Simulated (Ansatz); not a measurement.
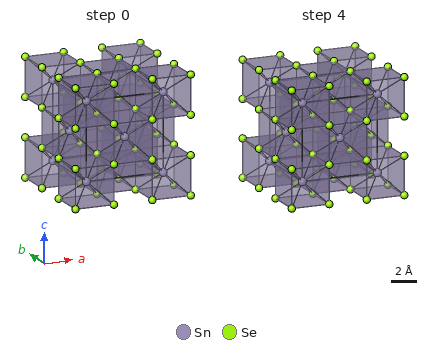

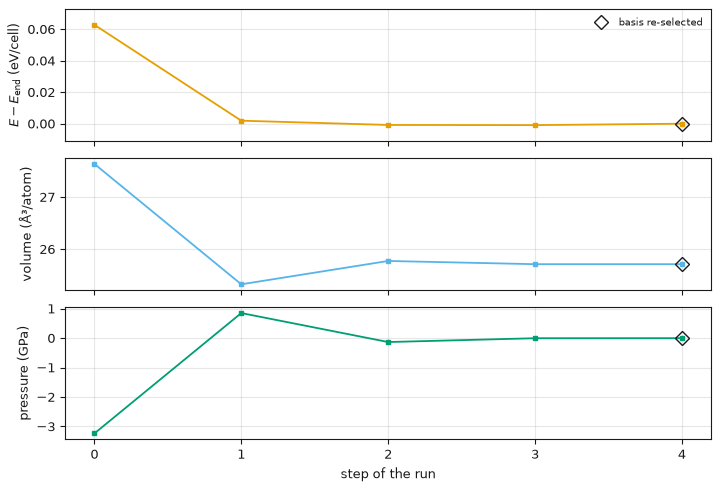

First and last geometry of a relaxation of solid SnSe₂ (built on the CaF2-225 type type), with the history of the run. Style: polyhedral. Shown: the conventional cell (4 times the calculation's cell), slightly off an axis. Lengths and directions refer to the drawn axes.

Level of theory: DFT, PBEsol, plane waves, PAW (Ansatz). Set-up: plane-wave cutoff 420 eV; k-point mesh 6 × 6 × 6; occupations fermi dirac; smearing width 0.03 eV; no spin polarisation; cell and atoms relaxed; force threshold 0.01 eV/Å; at most 120 steps.

What do the curves and the structures tell?

It converged. Over 3 accepted moves (4 points after the start) the energy falls by 62.8 meV per cell of the calculation. All forces vanish by symmetry, so only the cell relaxes. Pressure: −3.24 GPa at the start and 0.00 GPa at the end. At 1 point the geometry stayed and the basis and grid were re-selected for the new cell (energy shift of 0.9 meV per cell of the calculation at most each time). The atoms keep their places relative to the cell (all moves are under 0.005 Å). Cell: a = b = c 6.922 → 6.757 Å (−2.4 %). Volume −7.0 %. Some distances before and after: Se–Sn 2.997 → 2.926 Å. The space group stays Fm-3m (No. 225).
